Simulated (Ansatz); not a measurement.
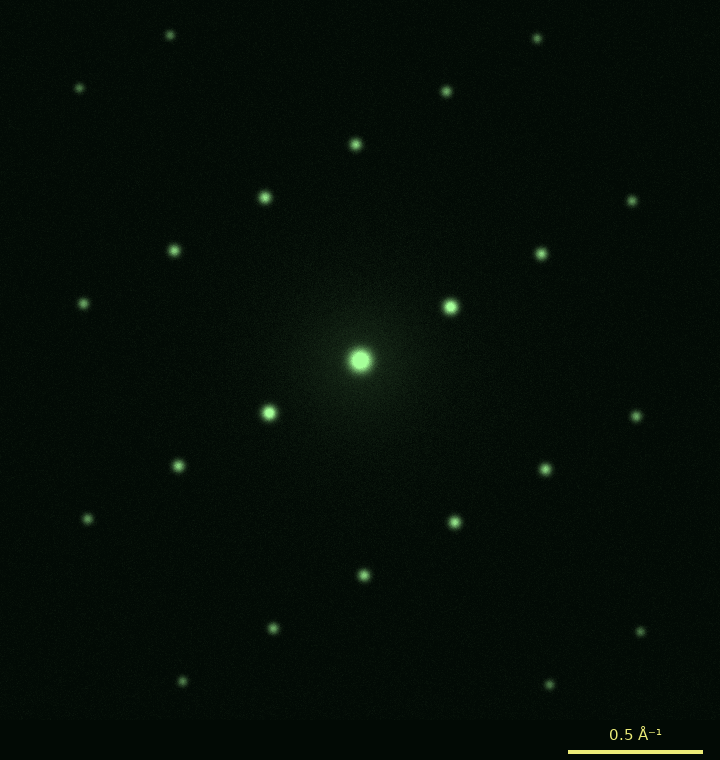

The pattern is a kinematic simulation for 80 kV electrons (no multiple scattering; isotropic B = 0.8 Å²).

Phase: Ta, space group P6_3/mmc (No. 194), a = 2.836 Å, c = 5.076 Å (hexagonal axes). Structure: the geometry relaxed with Ansatz 0.2.0, DFT, LDA (PW92), plane waves (420 eV) with PAW, scalar-relativistic; the starting structure was generated, so it need not be a known form of this composition.

```csv
atom,site,symmetry,x,y,z
Ta,2c,-6m2,0.3333,0.6667,0.2500
```

Determine the zone axis from the geometry of the pattern.

The spots form a rectangular net whose two shortest vectors correspond to d = 2.54 Å and 1.42 Å, 90.0° apart. They index as 0 0 2 and 1 -2 0, so the zone axis is [210] (or an equivalent direction of <210>). The zone [102] gives nearly the same net, so geometry alone does not settle it; this pattern was computed for [210].
